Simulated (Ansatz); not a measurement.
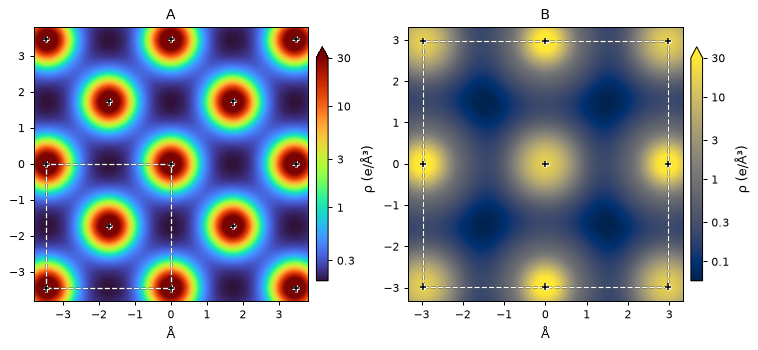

The valence electron density of 2 systems, each on a plane through atoms (crosses mark nuclei in the plane).

Computed with DFT PBEsol, scalar-relativistic, plane waves, PAW (Ansatz 0.2.0).

System 1: SnSe, the (010) plane of the conventional cell. Space group Fm-3m; a generated structure, not necessarily the stable one.

```xyz
8
Lattice="5.9455 0.0000 0.0000 0.0000 5.9455 0.0000 0.0000 0.0000 5.9455" Properties=species:S:1:pos:R:3 pbc="T T T"
Sn    0.0000    0.0000    0.0000
Sn    2.9728    2.9728    0.0000
Sn    2.9728    0.0000    2.9728
Sn    0.0000    2.9728    2.9728
Se    2.9728    0.0000    0.0000
Se    0.0000    2.9728    0.0000
Se    0.0000    0.0000    2.9728
Se    2.9728    2.9728    2.9728
```

System 2: Ni, the (001) plane of the conventional cell. Space group Fm-3m; spin-polarised.

```
Ni
1.0
     3.46315    0.00000    0.00000
     0.00000    3.46315    0.00000
     0.00000    0.00000    3.46315
Ni
4
Direct
  0.00000 0.00000 0.00000
  0.50000 0.50000 0.00000
  0.50000 0.00000 0.50000
  0.00000 0.50000 0.50000
```

Question: Match each panel to its system.

Answer: Panel A is system 2, Ni: the plane holds Ni. Ni–Ni (2.45 Å): the density is about 0.35 e/Å³ at the midpoint. Panel B is system 1, SnSe: the plane holds Sn and Se. Sn–Se (2.97 Å): ρ is about 0.24 e/Å³ halfway.
